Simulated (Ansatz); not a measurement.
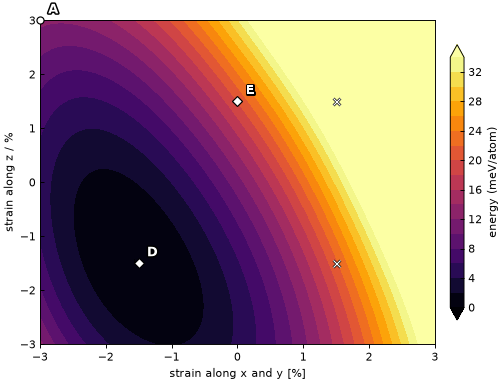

Se (Pm-3m, No. 221; 1 atom in the cell). 
- The cell is strained homogeneously, by one strain along x and y and another along z, with fractional coordinates fixed (x, y and z along the cube axes).
- First axis: strain along x and y. Second axis: strain along z.
- The grid has 5 × 5 points. At 2 points there is no value.
- Points are written as (first, second).
- Energies are in meV/atom, from the lowest grid point.
- The reference cell is the one listed in the database, not relaxed at this level.
- Level of theory: DFT LDA, scalar-relativistic, plane waves, PAW (Ansatz 0.2.0). Settings: cutoff 420 eV, k-mesh 16×16×16, gaussian smearing 0.15 eV, no spin polarisation.

In the figure: filled contours, crosses at grid points without a value, one colour for all values above the top of the scale, lettered points. Between grid points the surface is interpolated.

What kind of point is each of D, E: minimum, saddle, maximum or slope?

Answer. D: minimum; E: on a slope. (In these two coordinates alone; a stationary point may lie a little off the grid point.)

Rank the lettered points by energy, lowest first.

Answer. D (0.0 meV/atom), A (12.5 meV/atom), E (20.0 meV/atom).
